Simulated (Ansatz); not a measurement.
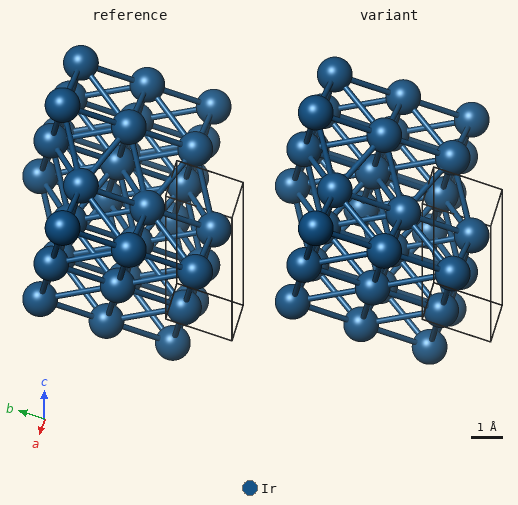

Left: a symmetric starting cell of Ir. Right: the same structure after one change, at the same scale. A ball-and-stick model of the cell of the calculation, repeated 3 × 3 × 2 with one cell outlined, seen from a free direction.

Theory: DFT PBEsol, scalar-relativistic, plane waves, PAW (Ansatz 0.2.0). Settings: plane-wave cutoff 420 eV; k-point mesh 18 × 18 × 10; occupations gaussian; smearing width 0.1 eV; no spin polarisation.

> What was changed?

The cell is strained by −5.8 % along c and +3.2 % across it (volume +0.3 %), the atoms keeping their fractional coordinates. No relaxation follows. The starting cell wasn't computed here and needn't be at equilibrium, so pressure and forces aren't due to the change alone.

> What does the change do?

The pressure is −9.7 GPa (not all of it need come from the change, since the unchanged cell can be under pressure at this level too). The principal stresses (compression positive) are 7.1 GPa along c and −18.1 GPa across it. All forces vanish by symmetry. Some distances before and after: Ir–Ir 2.751 → 2.839 Å, Ir–Ir 2.739 → 2.665 Å. The space group stays P6_3/mmc (No. 194).
